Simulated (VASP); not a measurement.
# HfN: structure and properties in VASP, part 2 of 3

Aim: relax HfN, then compute properties on the relaxed cell. The start is a cell from a database of measured crystal structures.

VASP 6.6.1; PBE with D3(BJ); plane waves and PAW (Hf_pv, N).

Still holding for the runs below: This run has no spin polarisation. Its electron count is odd, so without a moment it is a metal by construction.

So far. Step 2 (Full relaxation (PBE + D3(BJ))): It ends with forces that vanish by symmetry and a pressure of 0.01 GPa. The volume lies -0.5 % from that of the database's start, which holds the thermal and zero-point expansion of its experiment. Step 3 (Single point with fields (PBE + D3(BJ))): In this run the pressure is 0.00 GPa, small enough to go on. The relaxed cell has a = 4.504 Å (conventional setting).

The database entry behind the starting cell differs from later determinations by our own check (about 0.3 % short), so it need not match the best structure at ambient conditions.

### Step 4. Bands along the symmetry lines (PBE + D3(BJ))

Levels along the symmetry lines show where the bands peak and cross; KPOINTS_OPT computes them in the converged potential.

File INCAR:

```
SYSTEM = HfN
PREC = Accurate
ENCUT = 520
EDIFF = 1E-06
NELM = 100
ISMEAR = 0
SIGMA = 0.05
LREAL = .FALSE.
ALGO = Normal
GGA = PE
IVDW = 12
NBANDS = 19
LASPH = .TRUE.
LORBIT = 11
LWAVE = .FALSE.
LCHARG = .FALSE.
KPAR = 2
```

File POSCAR:

```
HfN
1.0
    0.0000000000      2.2519460000      2.2519460000
    2.2519460000      0.0000000000      2.2519460000
    2.2519460000      2.2519460000      0.0000000000
Hf N
1 1
Direct
    0.0000000000      0.0000000000      0.0000000000
    0.5000000000      0.5000000000      0.5000000000
```

File KPOINTS:

```
Automatic mesh
0
Gamma
9 9 9
0 0 0
```

File KPOINTS_OPT:

```
Line mode
16
Line-mode
Reciprocal
  0.00000000   0.00000000   0.00000000 GAMMA
  0.50000000   0.00000000   0.50000000 X

  0.50000000   0.00000000   0.50000000 X
  0.50000000   0.25000000   0.75000000 W

  0.50000000   0.25000000   0.75000000 W
  0.37500000   0.37500000   0.75000000 K

  0.37500000   0.37500000   0.75000000 K
  0.00000000   0.00000000   0.00000000 GAMMA

  0.00000000   0.00000000   0.00000000 GAMMA
  0.50000000   0.50000000   0.50000000 L

  0.50000000   0.50000000   0.50000000 L
  0.62500000   0.25000000   0.62500000 U

  0.62500000   0.25000000   0.62500000 U
  0.50000000   0.25000000   0.75000000 W

  0.50000000   0.25000000   0.75000000 W
  0.50000000   0.50000000   0.50000000 L

  0.50000000   0.50000000   0.50000000 L
  0.37500000   0.37500000   0.75000000 K

  0.62500000   0.25000000   0.62500000 U
  0.50000000   0.00000000   0.50000000 X
```

PAW data sets: Hf_pv and N (PBE family, release 64).

Started as:

```console
> mpirun -np 2 vasp_std
```

Output:

```text
[... set-up lines as in an earlier step ...]
 entering main loop
       N       E                     dE             d eps       ncg     rms          rms(c)
DAV:   1     0.449043454441E+02    0.44904E+02   -0.71288E+03  1330   0.741E+02
DAV:   2    -0.227362853265E+02   -0.67641E+02   -0.63502E+02  1633   0.211E+02
DAV:   3    -0.247579933699E+02   -0.20217E+01   -0.20084E+01  1524   0.283E+01
DAV:   4    -0.247630496482E+02   -0.50563E-02   -0.50559E-02  1549   0.159E+00
DAV:   5    -0.247630596245E+02   -0.99763E-05   -0.99762E-05  1521   0.676E-02    0.500E+01
DAV:   6    -0.218567175017E+02    0.29063E+01   -0.61747E+00  1447   0.163E+01    0.426E+01
DAV:   7    -0.217831639087E+02    0.73554E-01   -0.38861E-01  1469   0.447E+00    0.267E+01
DAV:   8    -0.217605405556E+02    0.22623E-01   -0.83872E-02  1431   0.212E+00    0.546E+00
DAV:   9    -0.217557837828E+02    0.47568E-02   -0.10738E-02  1451   0.728E-01    0.206E+00
DAV:  10    -0.217557037123E+02    0.80071E-04   -0.77739E-04  1453   0.233E-01    0.500E-01
DAV:  11    -0.217556730380E+02    0.30674E-04   -0.52892E-05  1462   0.642E-02    0.881E-02
DAV:  12    -0.217556724760E+02    0.56197E-06   -0.66111E-06  1501   0.173E-02
   1 F= -.22535683E+02 E0= -.22534708E+02  d E =-.195027E-02
 Start KPOINTS_OPT (optional k-point list driver)
k-point batch [1-35\160]
       N       E                     dE             ncg
DAV:   1    -0.226208774769E+04   -0.20400E+05     1330
DAV:   2    -0.443165468500E+04   -0.21696E+04     1582
DAV:   3    -0.449801550496E+04   -0.66361E+02     1566
DAV:   4    -0.449819361232E+04   -0.17811E+00     1457
DAV:   5    -0.449819399663E+04   -0.38431E-03     1520
DAV:   6    -0.449819399811E+04   -0.14823E-05     1296
DAV:   7    -0.449819399820E+04   -0.85247E-07     1155
[...]
k-point batch [141-160\160]
       N       E                     dE             ncg
DAV:   1     0.710488163930E+04   -0.14734E+05      760
DAV:   2     0.586386303476E+04   -0.12410E+04      908
DAV:   3     0.582463227107E+04   -0.39231E+02      871
DAV:   4     0.582452794068E+04   -0.10433E+00      822
DAV:   5     0.582452773087E+04   -0.20980E-03      878
DAV:   6     0.582452773003E+04   -0.84304E-06      712
```

It took 21 s on 2 MPI ranks of Intel Xeon Platinum 8488C (Sapphire Rapids), shared host; peak memory 0.31 GiB.

OUTCAR, selected parts (step 4):

```text
The static configuration has the point symmetry O_h .

 Found     35 irreducible k-points:

   k-points           NKPTS =     35   k-points in BZ     NKDIM =     35   number of bands    NBANDS=     19

   NELECT =      15.0000    total number of electrons

 E-fermi :   8.4505

 k-point     1 :       0.0000    0.0000    0.0000
  band No.  band energies     occupation
    ...
      6       5.4319      2.00000
      7       5.4319      2.00000
      8       8.1155      2.00000
      9       8.1155      2.00000
     10       8.1155      2.00000
     11      10.3559      0.00000
     12      10.4579      0.00000
     13      10.4579      0.00000
     14      18.0546      0.00000
     15      20.7215      0.00000
    ...

 k-point     2 :       0.1111    0.0000    0.0000
  band No.  band energies     occupation
    ...
      4      -8.8103      2.00000
      5       4.3339      2.00000
      6       4.7778      2.00000
      7       4.7778      2.00000
      8       8.3806      1.95208
      9       8.5151      0.06765
     10       8.5151      0.06765
     11      11.2000      0.00000
     12      11.3606      0.00000
     13      11.3606      0.00000
    ...

 Edisp (eV)   -0.78001

  Total       0.00272     0.00272     0.00272     0.00000     0.00000     0.00000
  in kB       0.19085     0.19085     0.19085     0.00000     0.00000     0.00000
  external pressure =        0.19 kB  Pullay stress =        0.00 kB

  FREE ENERGIE OF THE ION-ELECTRON SYSTEM (eV)
  ---------------------------------------------------
  free  energy   TOTEN  =       -22.5356827302 eV

  energy  without entropy=      -22.5337324579  energy(sigma->0) =      -22.53470759

[... 9 parts as in an earlier step ...]

[... 5 further parts left out ...]
```

Spin-orbit coupling is off here; with elements this heavy it splits and shifts levels by tenths of an eV or more.

Numbers from this step:

```yaml
scf_cycles: 12
bands: 19
fermi_energy: 8.450 eV
pressure: 0.01908 GPa
```

Electronic bands along the path, in eV, zero at the Fermi level; # counts the bands kept, so #1 is VASP's band 5:

```
    point     #1     #2     #3     #4     #5     #6    #7
        Γ  -3.02  -3.02  -3.02  -0.33  -0.33  -0.33  1.91
        X  -5.39  -3.83  -3.68  -3.68   4.17   5.61  5.61
        W  -6.18  -5.47  -5.47   1.15   1.15   5.63  5.65
        K  -6.35  -5.52  -4.97  -0.84   3.93   4.52  6.13
        Γ  -3.02  -3.02  -3.02  -0.33  -0.33  -0.33  1.91
        L  -8.92  -6.21  -6.21   3.34   3.77   3.77  4.50
        U  -6.35  -5.52  -4.97  -0.84   3.93   4.52  6.13
        W  -6.18  -5.47  -5.47   1.15   1.15   5.63  5.65
        L  -8.92  -6.21  -6.21   3.34   3.77   3.77  4.50
        K  -6.35  -5.52  -4.97  -0.84   3.93   4.52  6.13
jump to U  -6.35  -5.52  -4.97  -0.84   3.93   4.52  6.13
        X  -5.39  -3.83  -3.68  -3.68   4.17   5.61  5.61
```

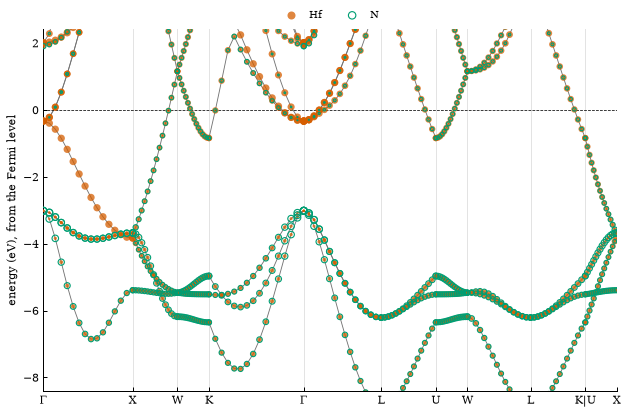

Electronic bands along the path; dots are coloured as in the legend, and their area grows with the weight.

There is no gap at this level.

### Step 5. Density of states (PBE + D3(BJ))

Here the states are counted by energy and projected on the atoms. The mesh is finer than in the run before.

Edit INCAR of step 4 so:

```diff
@@ -5,3 +5,3 @@
 NELM = 100
-ISMEAR = 0
+ISMEAR = -5
 SIGMA = 0.05
@@ -17 +17,2 @@
 KPAR = 2
+NEDOS = 2001
```

POSCAR is that of step 4.

File KPOINTS:

```
Automatic mesh
0
Gamma
13 13 13
0 0 0
```

Started as:

```console
> mpirun -np 2 vasp_std
```

Output:

```text
[... set-up lines as in an earlier step ...]
 entering main loop
       N       E                     dE             d eps       ncg     rms          rms(c)
DAV:   1     0.435109750661E+02    0.43511E+02   -0.71857E+03  3200   0.747E+02
DAV:   2    -0.228946584626E+02   -0.66406E+02   -0.62593E+02  3919   0.211E+02
DAV:   3    -0.247466720433E+02   -0.18520E+01   -0.18367E+01  3711   0.271E+01
DAV:   4    -0.247511001857E+02   -0.44281E-02   -0.44296E-02  3657   0.150E+00
DAV:   5    -0.247511089360E+02   -0.87503E-05   -0.87512E-05  3671   0.641E-02    0.500E+01
DAV:   6    -0.218529017498E+02    0.28982E+01   -0.61037E+00  3500   0.163E+01    0.427E+01
DAV:   7    -0.217768196984E+02    0.76082E-01   -0.38021E-01  3420   0.446E+00    0.268E+01
DAV:   8    -0.217544316609E+02    0.22388E-01   -0.83042E-02  3443   0.212E+00    0.544E+00
DAV:   9    -0.217498256286E+02    0.46060E-02   -0.10172E-02  3520   0.714E-01    0.202E+00
DAV:  10    -0.217497098926E+02    0.11574E-03   -0.71683E-04  3527   0.225E-01    0.493E-01
DAV:  11    -0.217496938015E+02    0.16091E-04   -0.47265E-05  3528   0.614E-02    0.908E-02
DAV:  12    -0.217496951132E+02   -0.13117E-05   -0.63525E-06  3533   0.169E-02    0.188E-02
DAV:  13    -0.217496948341E+02    0.27909E-06   -0.14404E-07  1830   0.299E-03
   1 F= -.22529705E+02 E0= -.22529705E+02  d E =0.000000E+00
 -----------------------------------------------------------------------------
|                                                                             |
|           W    W    AA    RRRRR   N    N  II  N    N   GGGG   !!!           |
|           W    W   A  A   R    R  NN   N  II  NN   N  G    G  !!!           |
|           W    W  A    A  R    R  N N  N  II  N N  N  G       !!!           |
|           W WW W  AAAAAA  RRRRR   N  N N  II  N  N N  G  GGG   !            |
|           WW  WW  A    A  R   R   N   NN  II  N   NN  G    G                |
|           W    W  A    A  R    R  N    N  II  N    N   GGGG   !!!           |
|                                                                             |
|     Tetrahedron method does not include variations of the Fermi             |
|     occupations, so forces and stress will be inaccurate. We suggest        |
|     using a different smearing scheme ISMEAR = 1 or 2 for metals in         |
|     relaxations.                                                            |
|                                                                             |
 -----------------------------------------------------------------------------
```

It took 18 s on 2 MPI ranks; peak memory 0.33 GiB.

OUTCAR, selected parts (step 5):

```text
   k-points           NKPTS =     84   k-points in BZ     NKDIM =     84   number of bands    NBANDS=     19

   NELECT =      15.0000    total number of electrons

 E-fermi :   8.5095

 k-point     1 :       0.0000    0.0000    0.0000
  band No.  band energies     occupation
    ...
      6       5.4304      2.00000
      7       5.4304      2.00000
      8       8.1172      2.00000
      9       8.1172      2.17407
     10       8.1172      2.17407
     11      10.3560      0.00000
     12      10.4606      0.00000
     13      10.4606      0.00000
     14      18.0563      0.00000
     15      20.7301      0.00000
    ...

 Edisp (eV)   -0.78001

  Total      -0.00136    -0.00136    -0.00136     0.00000    -0.00000    -0.00000
  in kB      -0.09510    -0.09510    -0.09510     0.00000    -0.00000    -0.00000
  external pressure =       -0.10 kB  Pullay stress =        0.00 kB

  FREE ENERGIE OF THE ION-ELECTRON SYSTEM (eV)
  ---------------------------------------------------
  free  energy   TOTEN  =       -22.5297050884 eV

  energy  without entropy=      -22.5297050884  energy(sigma->0) =      -22.52970509

[... 7 parts as in an earlier step ...]

[... 10 further parts left out ...]
```

With tetrahedra the forces and stress of a metal are not exact derivatives of the energy.

Numbers from this step:

* SCF cycles: 13
* irreducible k-points: 84
* free energy (TOTEN): -22.53 eV
* Fermi energy: 8.509 eV
* pressure: -0.009510 GPa
* DOS at the Fermi level: 0.6176 states/eV/cell

The density of states has structure finer than the step of the table below, so its rows give means over 1 eV, whole bins alone (the curve runs from -12.0 to 7.93 eV). Peaks (eV: height): total -5.6: 4.33, 3.6: 2.07; Hf d -5.6: 0.775, 3.6: 1.43, 5.1: 1.31; N p -5.6: 1.72; Hf p -5.6: 0.761, 5.4: 0.199; Hf s -7.8: 0.120, 5.1: 0.0648, 6.5: 0.0432.

States under -12.0 eV and over 7.9 eV are left out. The density of states by energy, zero at the Fermi level; means over each step; values in states/eV/cell:

```
energy (eV)   total     Hf d     N p     Hf p     Hf s      N s
        -10       0        0       0        0        0        0
         -9  0.0608  0.00971  0.0167   9.8e-4   0.0105   3.4e-4
         -8   0.582   0.0922   0.176   0.0226   0.0827  0.00548
         -7   0.887    0.135   0.302   0.0672   0.0919  0.00964
         -6    2.15    0.469   0.865    0.243   0.0243  0.00738
         -5    1.78    0.363   0.735    0.199  0.00767  0.00463
         -4   0.522   0.0747   0.251   0.0499  0.00168  0.00102
         -3   0.100   0.0362  0.0272  0.00436   2.8e-4   1.0e-4
         -2   0.232    0.111  0.0386  0.00390  0.00122   4.8e-4
         -1   0.395    0.206  0.0566  0.00259  0.00274  0.00138
          0   0.617    0.335  0.0817  0.00392  0.00552  0.00368
          1   0.712    0.405  0.0873  0.00981  0.00636  0.00542
          2   0.827    0.503  0.0884   0.0142   0.0122   0.0122
          3    1.50    0.962   0.167   0.0224   0.0317   0.0332
          4    1.76     1.21   0.163   0.0322   0.0421   0.0457
          5    1.69     1.12   0.126   0.0981   0.0574   0.0731
          6    1.25    0.709   0.103    0.145   0.0421    0.102
          7   0.720    0.408   0.106   0.0890   0.0267   0.0197
```

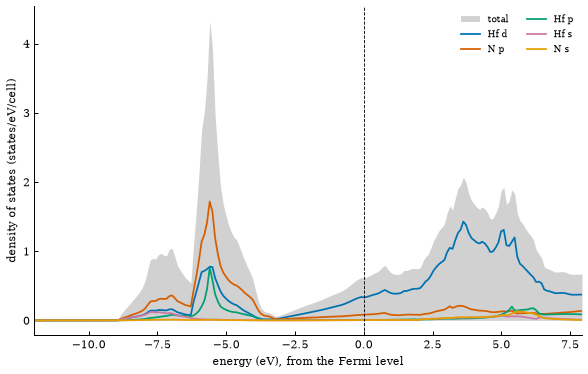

Density of states against energy.

The finer mesh and the other smearing move the Fermi level by +0.06 eV from the 9×9×9 run, one measure of the sampling error in the zero of the bands above. Of the states within 0.3 eV of the Fermi level, the largest shares in the PAW spheres are Hf d 54 % and N p 13 %. The rest lies in smaller channels or between the spheres.

### Step 6. Field gradients at the nuclei (PBE + D3(BJ))

Field gradients probe how far the charge around each nucleus departs from cubic symmetry; LASPH keeps the non-spherical terms inside the spheres.

File INCAR:

```
SYSTEM = HfN
PREC = Accurate
ENCUT = 520
EDIFF = 1E-07
NELM = 100
ISMEAR = 0
SIGMA = 0.05
LREAL = .FALSE.
ALGO = Normal
GGA = PE
IVDW = 12
NBANDS = 13
LASPH = .TRUE.
LORBIT = 11
LWAVE = .FALSE.
LCHARG = .FALSE.
KPAR = 2
LEFG = .TRUE.
```

POSCAR is that of step 5.

File KPOINTS:

```
Automatic mesh
0
Gamma
9 9 9
0 0 0
```

Started as:

```console
> mpirun -np 2 vasp_std
```

Output:

```text
[... set-up lines as in an earlier step ...]
 entering main loop
       N       E                     dE             d eps       ncg     rms          rms(c)
DAV:   1     0.392406637602E+02    0.39241E+02   -0.78347E+03   918   0.108E+03
DAV:   2    -0.226944301494E+02   -0.61935E+02   -0.57621E+02  1228   0.246E+02
DAV:   3    -0.247535597525E+02   -0.20591E+01   -0.20479E+01  1055   0.374E+01
DAV:   4    -0.247629999792E+02   -0.94402E-02   -0.94381E-02  1020   0.291E+00
DAV:   5    -0.247630589839E+02   -0.59005E-04   -0.59004E-04  1063   0.202E-01    0.500E+01
DAV:   6    -0.218457586116E+02    0.29173E+01   -0.94385E+00  1030   0.239E+01    0.421E+01
DAV:   7    -0.217815973263E+02    0.64161E-01   -0.50805E-01   990   0.645E+00    0.268E+01
DAV:   8    -0.217626678782E+02    0.18929E-01   -0.10916E-01  1050   0.296E+00    0.640E+00
DAV:   9    -0.217559473319E+02    0.67205E-02   -0.24538E-02  1010   0.122E+00    0.194E+00
DAV:  10    -0.217556958321E+02    0.25150E-03   -0.17049E-03  1068   0.387E-01    0.212E-01
DAV:  11    -0.217556734922E+02    0.22340E-04   -0.90187E-05  1055   0.994E-02    0.608E-02
DAV:  12    -0.217556724993E+02    0.99291E-06   -0.93230E-06  1131   0.258E-02    0.360E-03
DAV:  13    -0.217556723326E+02    0.16668E-06   -0.33235E-07  1012   0.584E-03    0.672E-03
DAV:  14    -0.217556722722E+02    0.60478E-07   -0.20560E-08   470   0.149E-03
ion   1
     0.0000000     0.0000000     0.0000000    -0.0000000     0.0000000    -0.0000000
     0.0000654     0.0000000     0.0000000    -0.0000000     0.0000000    -0.0000000
     0.0000901     0.0000000     0.0000000    -0.0000000     0.0000000    -0.0000000
     0.0001241     0.0000000     0.0000000    -0.0000000     0.0000000    -0.0000000
     0.0001709     0.0000000     0.0000000    -0.0000000     0.0000000    -0.0000000

     0.0000000     0.0000000     0.0000000    -0.0000000     0.0000000    -0.0000000
     0.0000654     0.0000000     0.0000000    -0.0000000     0.0000000    -0.0000000
     0.0000901     0.0000000     0.0000000    -0.0000000     0.0000000    -0.0000000
     0.0001241     0.0000000     0.0000000    -0.0000000     0.0000000    -0.0000000
     0.0001709     0.0000000     0.0000000    -0.0000000     0.0000000    -0.0000000

ion   2
     0.0000000    -0.0000000    -0.0000000    -0.0000000    -0.0000000     0.0000000
     0.0000281    -0.0000000    -0.0000000    -0.0000000    -0.0000000     0.0000000
     0.0000381    -0.0000000    -0.0000000    -0.0000000    -0.0000000     0.0000000
     0.0000517    -0.0000000    -0.0000000    -0.0000000    -0.0000000     0.0000000
     0.0000701    -0.0000000    -0.0000000    -0.0000000    -0.0000000     0.0000000

     0.0000000    -0.0000000    -0.0000000    -0.0000000    -0.0000000     0.0000000
     0.0000281    -0.0000000    -0.0000000    -0.0000000    -0.0000000     0.0000000
     0.0000381    -0.0000000    -0.0000000    -0.0000000    -0.0000000     0.0000000
     0.0000517    -0.0000000    -0.0000000    -0.0000000    -0.0000000     0.0000000
     0.0000701    -0.0000000    -0.0000000    -0.0000000    -0.0000000     0.0000000

   1 F= -.22535683E+02 E0= -.22534707E+02  d E =-.195032E-02
```

Run time: 8.2 s. Hardware: 2 MPI ranks; peak memory 0.29 GiB; 15 s of CPU time.

OUTCAR, selected parts (step 6):

```text
   NELECT =      15.0000    total number of electrons

 E-fermi :   8.4506

 k-point     1 :       0.0000    0.0000    0.0000
  band No.  band energies     occupation
    ...
      6       5.4320      2.00000
      7       5.4320      2.00000
      8       8.1156      2.00000
      9       8.1156      2.00000
     10       8.1156      2.00000
     11      10.3560      0.00000
     12      10.4580      0.00000
     13      10.4580      0.00000

 Edisp (eV)   -0.78001

  Total       0.00069     0.00069     0.00069    -0.00000    -0.00000    -0.00000
  in kB       0.04852     0.04852     0.04852    -0.00000    -0.00000    -0.00000
  external pressure =        0.05 kB  Pullay stress =        0.00 kB

 POSITION                                       TOTAL-FORCE (eV/Angst)
 -----------------------------------------------------------------------------------
      0.00000      0.00000      0.00000        -0.000000     -0.000000     -0.000000
      2.25195      2.25195      2.25195         0.000000      0.000000      0.000000
 -----------------------------------------------------------------------------------
    total drift:                                0.000000     -0.000000     -0.000000

  FREE ENERGIE OF THE ION-ELECTRON SYSTEM (eV)
  ---------------------------------------------------
  free  energy   TOTEN  =       -22.5356825264 eV

  energy  without entropy=      -22.5337322057  energy(sigma->0) =      -22.53470737

 Electric field gradients after diagonalization (V/A^2)
 (convention: |V_zz| > |V_xx| > |V_yy|)
----------------------------------------------------------------------
 ion       V_xx      V_yy      V_zz     asymmetry (V_yy - V_xx)/ V_zz
----------------------------------------------------------------------
   1       0.000     0.000    -0.001       0.000
   2      -0.001    -0.001     0.002       0.000
----------------------------------------------------------------------

[... 9 parts as in an earlier step ...]

[... 8 further parts left out ...]
```

Numbers from this step:

* SCF cycles: 14
* bands: 13
* irreducible k-points: 35
* free energy (TOTEN): -22.54 eV
* Fermi energy: 8.451 eV
* pressure: 0.004852 GPa

Electric field gradients, by row:

```
atom  Vxx (V/Å²)  Vyy (V/Å²)  Vzz (V/Å²)  asymmetry
 Hf1           0           0      -0.001          -
  N2      -0.001      -0.001       0.002          -
```

All gradients vanish within the noise.

The run ends at a pressure of 0.00 GPa.

(Part 2 of 3 ends here.)

[Lines on the potential files, build, host, timing and source positions are cut from VASP's logs without a mark.]

[Logs are printed without paths, hosts, clocks, repeated set-up lines and the standing remarks that a program may print on its own settings, such as how far it seeks lower states.]

[Hosts, paths, dates, database ids (printed as entryN), source tags and the programs' standing remarks are cut or masked in the printed files.]

[A measured line is paired with the nearest computed mode of its activity, which favours agreement.]
